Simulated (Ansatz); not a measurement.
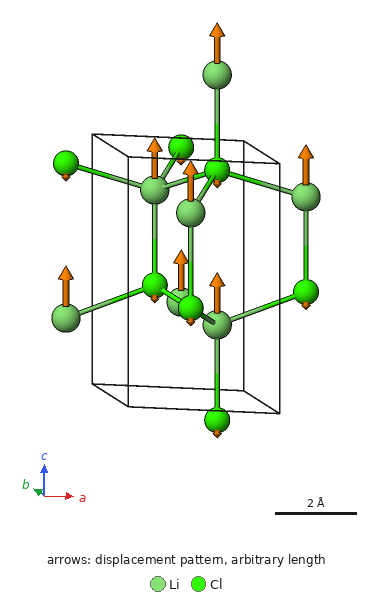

Phonons of solid LiCl (a generated structure), space group P6₃mc (No. 186), at the zone centre. The optical levels lie at 75 (×2), 186, 289, 302 (×2), 307 (×2), 356 cm⁻¹. One mode is drawn. The orange arrows give the relative displacements of the atoms. A ball-and-stick model of the cell of the calculation, seen slightly off an axis.

The calculation used Ansatz, DFT PBE, scalar-relativistic, plane waves, PAW. Set-up: plane-wave cutoff 420 eV; k-point mesh 6 × 6 × 4; occupations fixed; no spin polarisation.

Frequencies are those without the non-analytic (LO–TO) term.

Which of these frequencies is the drawn mode's?

Answer. The level at 289 cm⁻¹. This is the A₁ mode, optical level 3 of 6, counted from below, infrared- and Raman-active by symmetry. The Li sublattice moves against the Cl sublattice, along c; it stretches the shortest Cl–Li bonds (2.39 Å); the kinetic energy is shared as Li 84 %, Cl 16 %. Its infrared intensity is 8.6 (D/Å)²/amu.
